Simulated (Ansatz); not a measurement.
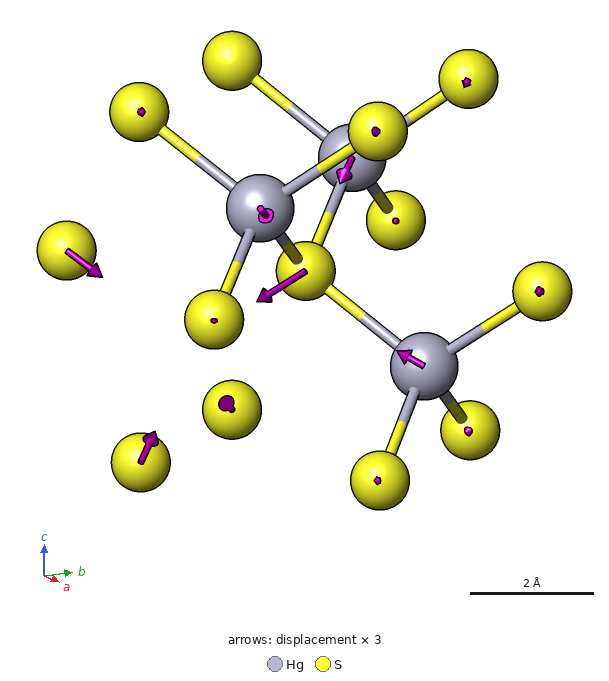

A relaxation of a defect cell of composition Hg₃₁S₃₂ (cell charge −2). The starting structure is drawn; purple arrows show the displacements, 3 times their true length.

Style: ball-and-stick. Shown: the atoms within 4.2 Å of the atom that moves most (axes of the cell of the calculation (origin shifted)), slightly off an axis.

Computed with DFT, PBEsol, PAW, plane waves in Ansatz. (plane-wave cutoff 420 eV; k-point mesh 1 × 1 × 1; mesh shifted by (0.25, 0.25, 0.25); no spin polarisation; atoms relaxed in a fixed cell; force threshold 0.03 eV/Å; at most 80 steps)

Atoms of which element are displaced furthest, and by how much?

Answer. Sulfur: up to 0.35 Å, against 0.21 Å for mercury.

What happened in the run?

Answer. The energy falls by 0.760 eV per cell of the calculation in 4 geometry steps. Largest force component: 0.63 eV/Å at the start, 0.014 eV/Å at the end. An S atom moves most: 0.35 Å along [−1 −1 −1]. Largest moves by element: S 0.35 Å, Hg 0.21 Å. The lattice vectors keep their values. Some distances before and after: Hg–S 2.528 → 2.602 Å, Hg–S 2.550 → 2.490 Å, Hg–S 2.559 → 2.607 Å, Hg–S 2.516 → 2.558 Å. Among the angles between lasting bonds that change: S–Hg–S 109.6° → 121.0°, S–Hg–S 111.2° → 121.1°, Hg–S–Hg 108.7° → 100.5°.

Limits of the set-up: the cell is charged, on a uniform background, and energies carry no finite-size correction.
